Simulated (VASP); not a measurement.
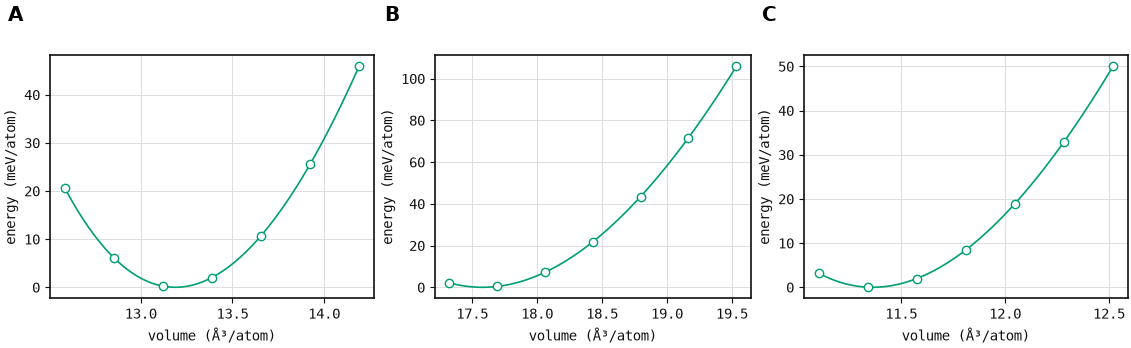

Each panel shows the energy against volume for one of these solids: AlRu, Pm-3m (No. 221); Cu, Fm-3m (No. 225); Nb, Im-3m (No. 229).

Method: plane-wave DFT, no spin polarisation; energies at scaled volumes of the given cell, shape and fractions fixed, counted from the fit's minimum, third-order Birch-Murnaghan fit (VASP 6.6.1). Level: PBEsol.

Question: Which panel belongs to which solid?

Answer: A is AlRu (energy from 0.25 meV/atom to 45.90 meV/atom, V0 13.19 Å³/atom, B0 220 GPa); B is Nb (energy from 0 meV/atom to 106 meV/atom, V0 17.58 Å³/atom, B0 182 GPa); C is Cu (energy from 0.03 meV/atom to 50.01 meV/atom, V0 11.36 Å³/atom, B0 165 GPa).
